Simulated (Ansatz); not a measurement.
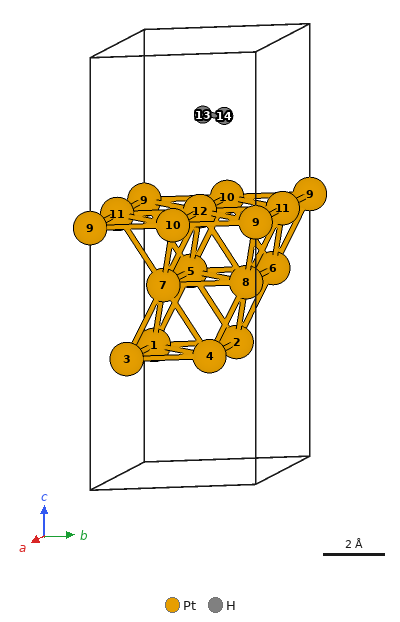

The structure as given in the input (ball-and-stick view of the cell of the calculation, with the vacuum cut short, seen slightly off an axis; atoms are numbered from 1 in the order of the input). An atom can appear more than once, as a periodic image.

Single-point calculation of Pt$_{6}$H (part 1 of 2)

- system: Pt$_{6}$H (slab, 14 atoms in the cell)
- method: DFT PBE, scalar-relativistic, plane waves, PAW, PAW set soft_1, no spin polarisation (Ansatz 0.2.0)

The structure derives from an entry of the Crystallography Open Database. Figures and captions count atoms from 1; the log counts them from 0 in places.

### Input file
```yaml
crystal:
  lattice:
    - [5.6143281343, 0.0, 0.0]
    - [-2.8071640672, 4.8621507895, 0.0]
    - [0.0, 0.0, 22.6192653717]
  atoms:
    - { symbol: Pt, position: [0.3333333333, 0.1666666667, 0.1768404028] }
    - { symbol: Pt, position: [0.3333333333, 0.6666666667, 0.1768404028] }
    - { symbol: Pt, position: [0.8333333333, 0.1666666667, 0.1768404028] }
    - { symbol: Pt, position: [0.8333333333, 0.6666666667, 0.1768404028] }
    - { symbol: Pt, position: [0.1666666667, 0.3333333333, 0.2789526245] }
    - { symbol: Pt, position: [0.1666666667, 0.8333333333, 0.2789526245] }
    - { symbol: Pt, position: [0.6666666667, 0.3333333333, 0.2789526245] }
    - { symbol: Pt, position: [0.6666666667, 0.8333333333, 0.2789526245] }
    - { symbol: Pt, position: [0.0, 0.0, 0.3810585901] }
    - { symbol: Pt, position: [0.0, 0.5, 0.3810585901] }
    - { symbol: Pt, position: [0.5, 0.0, 0.3810585901] }
    - { symbol: Pt, position: [0.5, 0.5, 0.3810585901] }
    - { symbol: H, position: [0.2114368192, 0.4228736384, 0.5136888922] }
    - { symbol: H, position: [0.2885631808, 0.5771263616, 0.5136888922] }
basis:
  ecutwfc: 420
kpoints:
  mp_grid: { grid: [6, 6, 1] }
hamiltonian:
  xc: pbe
  pseudopotentials: { kind: paw, azcp: { folder: soft_1 } }
scf:
  occupations: { method: gaussian, width: 0.1 }
output:
  forces: true
  eigenvalues: true
  write_density: true
  write_potential: true
  elf: true
  volumetric_format: npy
efield:
  axis: 3
  dipole_correction: true
  ramp_width: 0.04
```

Launch command:
```bash
ansatz run input.yaml --threads 4 --pin off --max-ram 12288MiB --backend cpu --events-out ev --progress --plain --runs-dir out
```

### Output
```
Engine: ansatz 0.2.0, aarch64-unknown-linux-gnu
Pseudopotentials: kind: paw
Pseudopotential: Pt, paw, valence charge 18, recommended cutoff 420 eV (normal), [file]
Pseudopotential: H, paw, valence charge 1, recommended cutoff 420 eV (normal), [file]
Functional definition: PBE
  parameter kappa = 0.804
  parameter beta = 0.06672455060314922
  exchange = pbe_x(kappa = kappa, mu = beta*pi^2/3)
  correlation = pbe_c(beta = beta)
Crystal: 14 atoms, lattice volume = 617.454 Å³
Basis set: ecut = 420 eV, 12111 PW (Γ), exchange–correlation on 80×80×320 points (8 copies of the dense FFT grid, shifted against one another)
Bands: 131, of which v1, the nominal top of the filled ones, is band 109 counted from 1 (108 counted from 0)
Symmetry: 2 space group operations
Space group: Cm (ITA 8), of the structure as read, at distance tolerance 8.5e-5 Å
k-points: 13 of 36 (time reversal used)
Non-local potential: Pt, projectors of the file, l = 0: 3, l = 1: 2, l = 2: 2, l = 3: 1
Non-local potential: H, projectors of the file, l = 0: 2, l = 1: 1
PAW form: soft (Blöchl's): semilocal exchange-correlation on the pseudo side does not see the compensation charge
PAW one-centre angular grid: Pt, 590 points (default); XC on 64 Gauss nodes
PAW one-centre angular grid: H, 110 points (default); XC on 64 Gauss nodes
Initial wavefunctions: pseudopotential atomic-orbital guess
Functional: x = pbe(κ = 0.804, μ = 0.2195149727645171), c = pbe(β = 0.06672455060314922)
SCF iter   1: F=—  HF=-150328.011507 eV  |F-HF|=—  |Δ(HF+E_count)|=         —  Δρ=5.34e-2  dr2=1.92e1  ethr=3.10e-3  p=-0.000 e·Å  D=-3.79e-6 V/Å  ΔV_dip=0.00 eV  dr2_dipole=6.94e-3  V_vac-E_F(+/−)=4.83/4.83 eV  ⟨swp⟩=7.2  Hψ=6975  notcnv=0  defer=40
efield: sawtooth ramp at fractional position 0.8253 (placed from the atoms, in the widest stretch of the axis that holds none; the zero of the levels goes with the place), width 0.0400; the density the first Hamiltonian is built on has a dipole p = -0.000 e·Å; the dipole correction subtracts the counter field D = -3.79e-6 V/Å, which shifts the + side's vacuum level by +0.00 eV against the − side's; the planar-averaged density in the ramp window peaks in size at 5.0e-6 e/Å³
preconditioner: auto → LDOS  [metal: Δε(μ)=0.071 eV  Ē_g=6.582 eV  σ=0.100 eV  W_gap=0.35  n_scr=112 (ndim 8)  ℏωp=16.5 eV  f_vac=0.605  D(μ)=16.32/eV (n_scr^D=92)  β→1.0]
SCF iter   2: F=—  HF=-150326.963842 eV  |F-HF|=—  |Δ(HF+E_count)|=    1.05e0  Δρ=4.62e-2  dr2=1.29e1  ethr=3.10e-3  p=0.014 e·Å  D=4.06e-3 V/Å  ΔV_dip=-0.09 eV  dr2_dipole=1.19e-2  V_vac-E_F(+/−)=6.31/6.40 eV  ⟨swp⟩=3.0  Hψ=4359  notcnv=0  defer=158
SCF iter   3: F=—  HF=-150323.130217 eV  |F-HF|=—  |Δ(HF+E_count)|=    3.83e0  Δρ=8.07e-3  dr2=7.09e-1  ethr=3.10e-3  p=0.036 e·Å  D=1.06e-2 V/Å  ΔV_dip=-0.24 eV  dr2_dipole=1.06e-6  V_vac-E_F(+/−)=5.52/5.76 eV  ⟨swp⟩=2.0  Hψ=3323  notcnv=0  defer=158
SCF iter   4: F=—  HF=-150323.038387 eV  |F-HF|=—  |Δ(HF+E_count)|=   9.18e-2  Δρ=2.83e-3  dr2=2.75e-1  ethr=3.25e-4  p=0.022 e·Å  D=6.42e-3 V/Å  ΔV_dip=-0.15 eV  dr2_dipole=1.57e-4  V_vac-E_F(+/−)=5.63/5.77 eV  ⟨swp⟩=2.0  Hψ=2845  notcnv=0  defer=158
SCF iter   5: F=—  HF=-150323.028161 eV  |F-HF|=—  |Δ(HF+E_count)|=   1.02e-2  Δρ=2.28e-3  dr2=7.73e-2  ethr=1.26e-4  p=0.021 e·Å  D=6.12e-3 V/Å  ΔV_dip=-0.14 eV  dr2_dipole=5.16e-5  V_vac-E_F(+/−)=5.69/5.83 eV  ⟨swp⟩=1.8  Hψ=1652  notcnv=0  defer=158
SCF iter   6: F=—  HF=-150323.022854 eV  |F-HF|=—  |Δ(HF+E_count)|=   5.31e-3  Δρ=7.43e-4  dr2=4.28e-3  ethr=3.54e-5  p=0.020 e·Å  D=5.88e-3 V/Å  ΔV_dip=-0.13 eV  dr2_dipole=7.78e-6  V_vac-E_F(+/−)=5.68/5.81 eV  ⟨swp⟩=1.8  Hψ=1578  notcnv=0  defer=158
SCF iter   7: F=—  HF=-150323.023030 eV  |F-HF|=—  |Δ(HF+E_count)|=   1.76e-4  Δρ=1.69e-4  dr2=1.94e-4  ethr=1.96e-6  p=0.022 e·Å  D=6.46e-3 V/Å  ΔV_dip=-0.15 eV  dr2_dipole=4.52e-6  V_vac-E_F(+/−)=5.66/5.81 eV  ⟨swp⟩=2.3  Hψ=2909  notcnv=0  defer=158
SCF iter   8: F=—  HF=-150323.023098 eV  |F-HF|=—  |Δ(HF+E_count)|=   6.74e-5  Δρ=6.20e-5  dr2=5.27e-5  ethr=8.90e-8  p=0.022 e·Å  D=6.59e-3 V/Å  ΔV_dip=-0.15 eV  dr2_dipole=6.44e-6  V_vac-E_F(+/−)=5.66/5.81 eV  ⟨swp⟩=2.2  Hψ=2594  notcnv=0  defer=158
SCF iter   9: F=—  HF=-150323.022655 eV  |F-HF|=—  |Δ(HF+E_count)|=   4.43e-4  Δρ=2.65e-5  dr2=1.34e-5  ethr=2.42e-8  p=0.022 e·Å  D=6.48e-3 V/Å  ΔV_dip=-0.15 eV  dr2_dipole=8.40e-7  V_vac-E_F(+/−)=5.67/5.81 eV  ⟨swp⟩=2.8  Hψ=2925  notcnv=0  defer=158
SCF iter  10: F=—  HF=-150323.022654 eV  |F-HF|=—  |Δ(HF+E_count)|=   4.12e-7  Δρ=1.14e-5  dr2=2.52e-6  ethr=6.17e-9  p=0.022 e·Å  D=6.46e-3 V/Å  ΔV_dip=-0.15 eV  dr2_dipole=5.62e-7  V_vac-E_F(+/−)=5.67/5.81 eV  ⟨swp⟩=2.5  Hψ=2364  notcnv=0  defer=158
SCF iter  11: F=—  HF=-150323.022654 eV  |F-HF|=—  |Δ(HF+E_count)|=   3.00e-7  Δρ=4.67e-6  dr2=5.43e-7  ethr=1.16e-9  p=0.022 e·Å  D=6.43e-3 V/Å  ΔV_dip=-0.15 eV  dr2_dipole=1.04e-7  V_vac-E_F(+/−)=5.67/5.81 eV  ⟨swp⟩=1.9  Hψ=1923  notcnv=0  defer=158
SCF iter  12: F=—  HF=-150323.022655 eV  |F-HF|=—  |Δ(HF+E_count)|=   4.68e-8  Δρ=2.61e-6  dr2=1.16e-7  ethr=2.49e-10  p=0.022 e·Å  D=6.42e-3 V/Å  ΔV_dip=-0.15 eV  dr2_dipole=1.21e-8  V_vac-E_F(+/−)=5.67/5.81 eV  ⟨swp⟩=1.5  Hψ=1734  notcnv=0  defer=158
SCF iter  13: F=-150323.022655 eV  HF=-150323.022655 eV  |F-HF|=1.05e-8  |Δ(HF+E_count)|=   3.89e-8  Δρ=1.21e-6  dr2=1.94e-8  ethr=4.59e-11  p=0.022 e·Å  D=6.42e-3 V/Å  ΔV_dip=-0.15 eV  dr2_dipole=4.10e-10  V_vac-E_F(+/−)=5.67/5.81 eV  ⟨swp⟩=21.6  Hψ=13727  notcnv=0
SCF 1 converged in 13 iterations: F = -150323.022655 eV  dr2 = 1.94e-8
  greatest PAW one-centre occupation: 1.000 electrons in one spin orbital (limit 2), on the Pt atom at site 6 (counted from 0), in its partial waves of l = 0
```

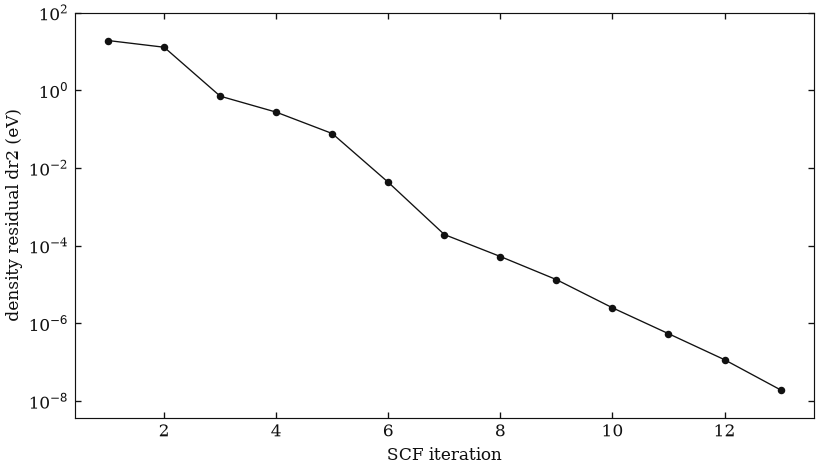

Convergence of the self-consistent field: density residual dr2 against the SCF iteration. The residual falls at every step.

```
WARN: The output density's exchange-correlation potential varies sharply where the density is thin. Do not read a vacuum level from v_tot or v_xc, or from such a field of the output density. On a cell that repeats whose density bears no net charge and no dipole along the vacuum's axis use v_es (v_loc + v_h of the components); under efield.dipole_correction with no amplitude use v_es + v_field, which holds any external_charges[].barrier, or the levels of the report's work_function block, which leave it out; under a non-zero efield.amplitude the vacuum is tilted and has no level; on a cell that repeats and bears such a dipole with no correction it is tilted too, and efield.dipole_correction with no amplitude gives each side of its ramp a level where efield: is served; in a cell that repeats whose density bears a net charge (total_charge, or a fill off its count) it is curved and has none; of a slab under crystal.periodic whose density bears no net charge use v_es, which has a level on each side, short of where the two are joined; of another it falls or rises all the way out and has none; of a slab beside external_charges read slab_vacuum_level instead, which it has where they leave it neutral. The grid or the basis barely resolves most such structure, and the values can differ between equally converged runs; as a rule a tighter scf.convergence.dr2_threshold does not remove it. Where the density itself ripples (under the LDA too) a higher basis.ecutwfc lessens it. The files hold the spikes' plane waves up to the density's cutoff. Files: v_tot_of_output_density and the like, and their columns of v_z.tsv (output.write_potential); v_xc_of_output_density and the like, and their columns of v_comp_z.tsv (output.write_potential_components). Measured: with its Gaussian average of σ = 0.25 Å subtracted twice, the exchange-correlation potential is over 0.1 eV at 116 of the grid points where the equally averaged density (valence and model cores) is under 1e-3 e/Å³, and 0.177 eV at the most among them, at an averaged density of 2.9e-4 e/Å³. The input density's (outcome.potential() and, of a run that writes arrays, v_tot and v_xc) is over 0.1 eV, so measured, at 123 points of its own thin density, 0.177 eV at the most. See output.write_potential in the manual, Limitations
SCF converged after 13 iterations
Free energy (F): -150323.022655 eV
Harris-Foulkes:  -150323.022655 eV  (|F-HF|=1.05e-8)
Internal energy: -150322.860727 eV  (E = F + TS)
E sigma→0 (E₀):  -150322.941691 eV
Entropy (-TS):   -0.161927 eV (-11.566 meV/atom)
Fermi energy:    2.798122 eV
Dipole field:    D = 0.006402 V/Å  (p = 0.021847 e·Å, saw-weighted, corrected)
Work function:   Φ+ = 5.6667 eV   Φ− = 5.8116 eV
Levels:          The Fermi level and band energies are counted from a zero that moves with the ramp; work functions are not
--- Per-component energies (eV) ---
  E_band       = -5861.775685
  E_kinetic    = 7164.941476
  E_local      = -307807.557387  (includes V_loc(G=0)·N_el)
  E_nonlocal   = 2447.101221
  E_hartree    = 149699.682628
  E_xc         = -2790.096294
  E_vxc        = -3257.624707  (∫ρ·V_xc dr)
  E_paw        = -113805.941152  (= ΣΔE_a)
  E_vpaw       = -3810.040995  (= ΣTr[D̂ρ^β])
  E_aug_tail   = 0.011888  (compensation charges beyond the density's cutoff)
  E_efield     = 0.000070  (sawtooth field / dipole correction)
  E_vefield    = 2.025687  (∫n·V_field dr)
  E_ewald      = 114768.996823
  E_smearing   = -0.161927  (= −TS)
  E_closure    = 0.000000  (closes the sum)
  Σ components = -150323.022655   (vs F -150323.022655, Δ=0.00e0)
--- Forces (eV/Å), atoms counted from 1 ---
  atom   1  Pt    -0.00394829     0.00017433    -0.00081938
  atom   2  Pt     0.00000000    -0.00286628    -0.00265015
  atom   3  Pt     0.00394829     0.00017433    -0.00081938
  atom   4  Pt    -0.00000000     0.00375849    -0.00539989
  atom   5  Pt     0.00000000    -0.00102650    -0.01008475
  atom   6  Pt     0.00325360    -0.00078917    -0.00162256
  atom   7  Pt    -0.00000000     0.00233405    -0.02081036
  atom   8  Pt    -0.00325360    -0.00078917    -0.00162256
  atom   9  Pt     0.00000000    -0.00721423    -0.00783037
  atom  10  Pt    -0.01147116     0.00353600    -0.01614838
  atom  11  Pt     0.00000000    -0.00082313    -0.00789410
  atom  12  Pt     0.01147116     0.00353600    -0.01614838
  atom  13  H      0.00000000    -0.07938579     0.04597262
  atom  14  H     -0.00000000     0.07938100     0.04590686
  max |Σ_I F_I| component: 2.92e-5 eV/Å
--- Band table (eV; the first three rows and the last of 13) ---
```
